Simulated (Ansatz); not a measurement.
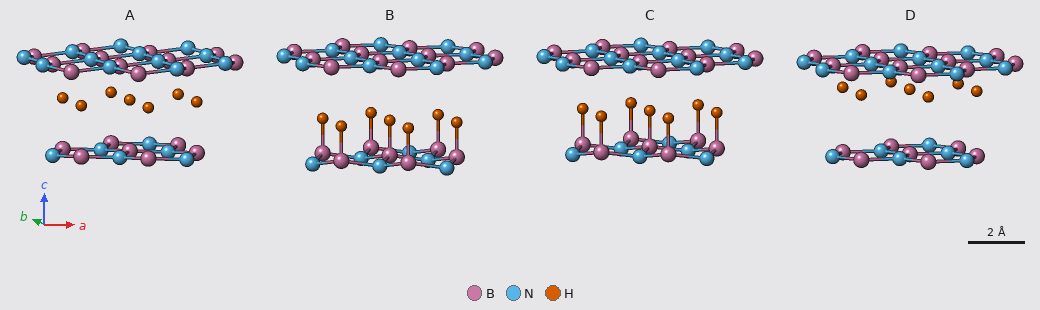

4 geometries from one constrained relaxation of a slab of composition B3HN3 (cut from the R3m phase), in shuffled order. Style: ball-and-stick. Shown: the atoms within 4.2 Å of the atom that moves most (axes of the 3 × 3 repeat of the cell, outlined in the plane, without the vacuum), slightly off an axis.

Case: H put at a hollow N-B site. The slab is the (0 0 1) face of BN with H on it. 2 atoms are held fixed.

Level of theory: DFT PBE+D3(BJ), scalar-relativistic, plane waves, PAW (Ansatz 0.2.0). (plane-wave cutoff 420 eV; k-point mesh 12 × 12 × 1; occupations gaussian; smearing width 0.05 eV; collinear spin; dipole correction; atoms relaxed in a fixed cell; force threshold 0.03 eV/Å; at most 70 steps)

> Order the frames from highest to lowest energy.

D, A, C, B. They are steps 0, 2, 4, 9, at +1.721 eV per cell of the calculation, +0.731 eV per cell of the calculation, +56.7 meV per cell of the calculation relative to the last. The atom that moves furthest is the H atom (1.13 Å along the normal (−c)). Largest moves by element: H 1.13 Å, N 0.27 Å, B 0.22 Å. The lattice vectors keep their values. Near-neighbour distances that change, for instance: B–H 2.365 → 1.267 Å, B–N 1.447 → 1.466 Å. New bonds form: B–H (2.36 → 1.27 Å). Among the angles between lasting bonds that change: N–B–N 120.0° → 117.5°, B–N–B 120.0° → 117.5°. After 8 accepted moves (9 points after the start) the energy has fallen by 1.721 eV per cell of the calculation. The largest force component goes from 2.8 to 0.029 eV/Å. The line search rejected the trial step at point 6 of the run. The program noted that the starting moments weren't kept. The run took 4.4 min on 1 thread of Arm Neoverse V1 (shared host), peak memory 0.45 GiB.

Limits of the set-up: the periodic images lie only 2.5 Å apart, so the values are limited by the cell's size.
